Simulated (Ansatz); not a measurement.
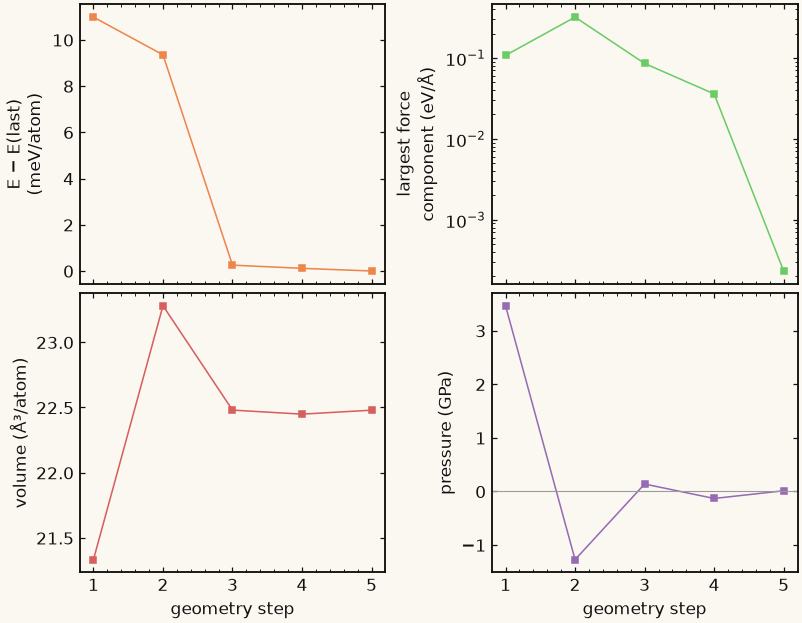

History of a geometry optimisation. Atoms and cell relax. A closing SCF on a freshly chosen basis isn't drawn.

The run: As (R-3m, 2 atoms in the cell), by DFT PBE, scalar-relativistic, plane waves, PAW (Ansatz 0.2.0); cutoff 600 eV, 6×6×6 k-mesh, Gaussian smearing of 0.05 eV.

### How did the optimisation end?

The optimisation met its thresholds at geometry 5, counting the start as the first. The energy fell by about 11 meV/atom from the first step to the last. The largest force component goes from about 0.11 eV/Å at the start to 2.3 × 10⁻⁴ eV/Å at the end, with a peak of 0.32 eV/Å at step 2.

### What happens to the cell?

The volume grows from 21.3 to 22.5 Å³ per atom (+5 %), overshooting to 23.3 at step 2, as the pressure goes from 3.5 GPa to about 0 GPa. The start was compressed.
